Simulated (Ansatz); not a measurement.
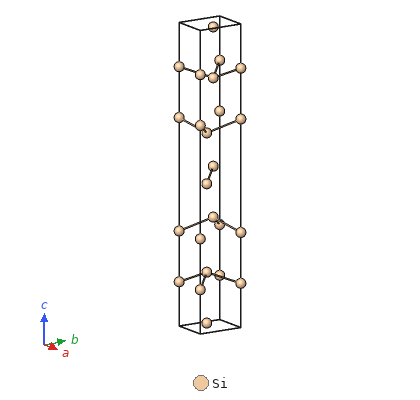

Si, space group R-3m (No. 166), a = 3.858 Å, b = 3.858 Å, c = 18.849 Å, α = 90.00°, β = 90.00°, γ = 120.00°. Origin: coordinates from a relaxation with Ansatz, DFT PBE+D3(BJ), scalar-relativistic, plane waves, PAW; the starting structure was generated, so it need not be a known form of this composition. Forms under 0.4 % of the area are left out.

Q: Estimate the growth shape by the BFDH rule (face distance proportional to 1/d, absences counted).

A: The forms computed, by share of the surface:

```tsv
form	faces	d (Å)	share of area (%)
{003}	2	6.283	44.5
{101}	6	3.290	37.6
{012}	6	3.149	17.9
```

Widths along a, b and c stand as 1.00 : 1.00 : 0.45.

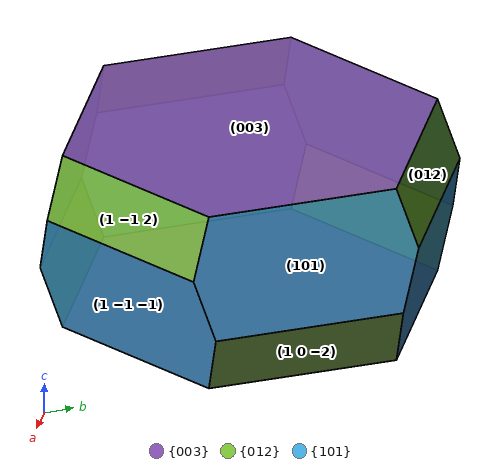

The computed shape, faces indexed. The rule is geometric and ignores bonding and growth conditions.
